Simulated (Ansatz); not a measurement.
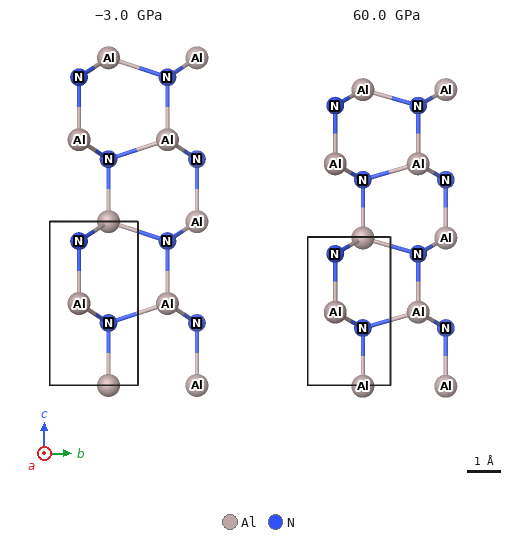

A crystal of AlN (set up in P6_3mc), relaxed (cell and atoms) at several target pressures. The picture shows the first and the last member. The picture is a ball-and-stick view of the cell of the calculation, repeated 1 × 2 × 2 with one cell outlined, seen along the a axis.

Computed with Ansatz 0.2.0: DFT PBE, scalar-relativistic, plane waves, PAW. Set-up: plane-wave cutoff 420 eV; k-point mesh 12 × 12 × 6; occupations gaussian; smearing width 0.02 eV; no spin polarisation; cell and atoms relaxed; force threshold 0.008 eV/Å.

```tsv
pressure (GPa)	volume (Å³/atom)	a (Å)	c (Å)	band gap (eV)
−3.0	10.820	3.146	5.049	3.90
0.0	10.645	3.130	5.018	4.03
3.0	10.485	3.116	4.990	4.16
8.0	?	?	?	?
15.0	9.943	3.065	4.889	4.60
30.0	9.413	3.016	4.781	5.06
60.0	8.621	2.952	4.570	5.03
```

Fill in the missing row.

Answer. Murnaghan's form V = V₀(1 + B′P/B₀)^(−1/B′), with V₀ = 10.645 Å³ from the row at zero pressure, fits the other rows with B₀ = 196 GPa and B′ = 3.35 (largest miss 0.006 Å³). At 8.0 GPa it gives 10.645 × (1 + 3.35 × 8.0/196)^(−1/3.35) = 10.245 Å³ per atom. The calculation gives 10.243 Å³/atom (a = 3.093 Å, c = 4.946 Å). The estimate is 0.002 Å³/atom too high. For the gap a parabola through the rows 0.0, 3.0, 15.0 gives 4.36 eV, and the calculation 4.35 eV (semilocal gaps, lower than measured ones as a rule). From the first member to the last: Al–N 1.913 → 1.774 Å, Al–N 1.925 → 1.794 Å.

The whole series:

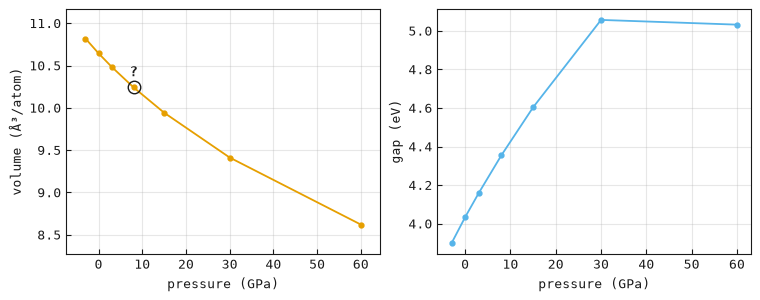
